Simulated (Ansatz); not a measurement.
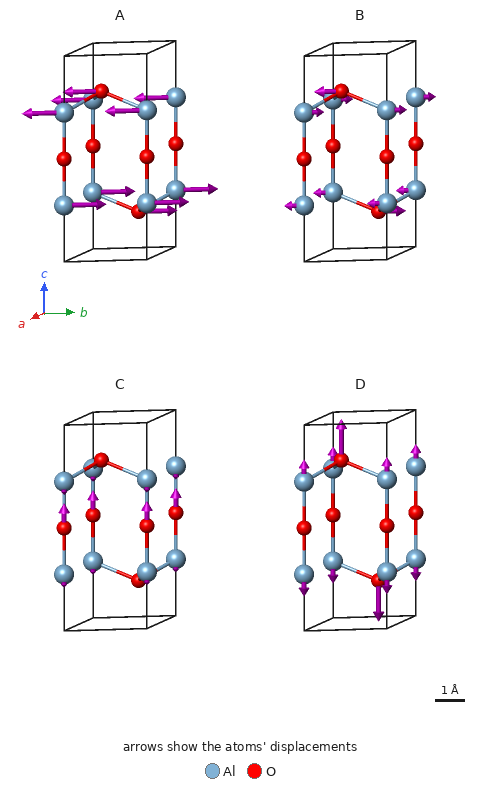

Four optical modes of solid Al$_{2}$O$_{3}$ at the zone centre, in no order (one member of each degenerate set). The purple arrows are the displacements of the atoms (eigenvector over the root of the mass), of arbitrary overall length and sign. The picture is a ball-and-stick view of the cell of the calculation, seen slightly off an axis.

Level of theory: Ansatz, DFT LDA, scalar-relativistic, plane waves, PAW. (plane-wave cutoff 420 eV; k-point mesh 12 × 12 × 4; occupations gaussian; smearing width 0.05 eV; no spin polarisation)

Frequencies are those without the non-analytic (LO–TO) term.

Q: Order them from the lowest to the highest frequency (imaginary ones first).

A: A (48 cm⁻¹), D (384 cm⁻¹), B (635 cm⁻¹), C (1156 cm⁻¹). A, E_g: The O (1b) atoms stay at rest; all motion is along b; atoms of one kind move against one another, with no net shift of any sublattice; it mainly bends the Al–O bonds; the kinetic energy is shared as Al 65 %, O 35 %. D, A₁g: The O (1b) atoms stay at rest; all motion is along c; atoms of one kind move against one another, with no net shift of any sublattice; the kinetic energy is shared as O 78 %, Al 22 %. B, E_g: The O (1b) atoms stay at rest; all motion is along b; atoms of one kind move against one another, with no net shift of any sublattice; the kinetic energy is shared as O 65 %, Al 35 %. C, A₂u: The O (2d) atoms hardly move; the O (1b) sublattice moves against the Al sublattice, along c; of the bonds it mainly stretches Al–O, some lengthening while others shorten; the kinetic energy is shared as O 79 %, Al 21 %.

Limits of the set-up: layers or molecules are held without a dispersion correction, so their spacing is unreliable.
